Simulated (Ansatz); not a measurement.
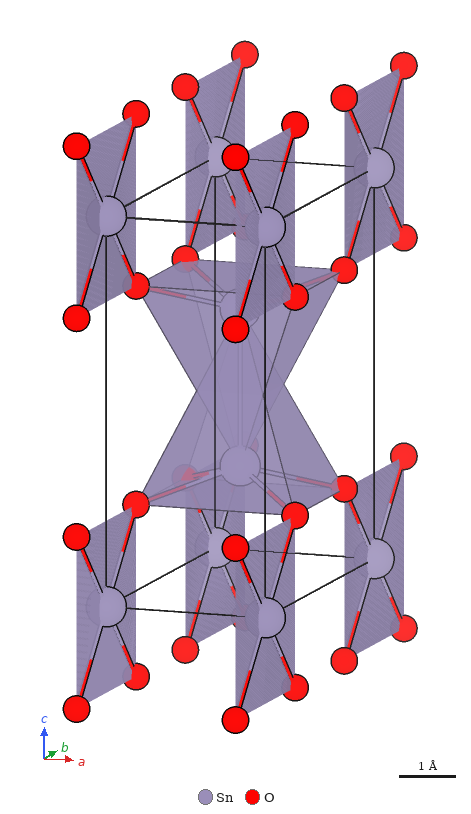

Polyhedral representation of a periodic structure, projected slightly off an axis. One conventional unit cell is framed, with atoms on its boundary repeated. Some neighbours outside the box are added.

Sn3O4, space group Pmmm (No. 47), a = 3.049 Å, b = 5.845 Å, c = 7.196 Å, α = 90.00°, β = 90.00°, γ = 90.00°. The structure was taken from a structure listed in the Materials Project. Earlier steps of the study may have refined or changed the cell and positions. Ansatz was used for an electronic-structure calculation on it.

This one geometry was computed with Ansatz (DFT, plane waves, PAW) at three levels of theory: LDA, r2SCAN and PBE.

Which level gives the highest pressure at this volume, and what does that say about its equilibrium volume?

Answer. Highest: PBE (0.0 GPa), which points to the largest equilibrium volume. Lowest, with the smallest volume: LDA (-6.5 GPa). Levels within 0.5 GPa of each other can't be told apart.

How does the band gap change with the level of theory?

Answer. All levels give a metal.

Collect the results in a table.

Answer.
| level | cutoff (eV) | k-mesh of the run's cell | gap (eV) | pressure (GPa) |
| --- | --- | --- | --- | --- |
| LDA | 420 | 6×6×6 | metal | -6.5 |
| r2SCAN | 500 | 6×6×6 | metal | -4.6 |
| PBE | 420 | 6×6×6 | metal | 0.0 |

Gaps are taken on the k-mesh or band path of each run.
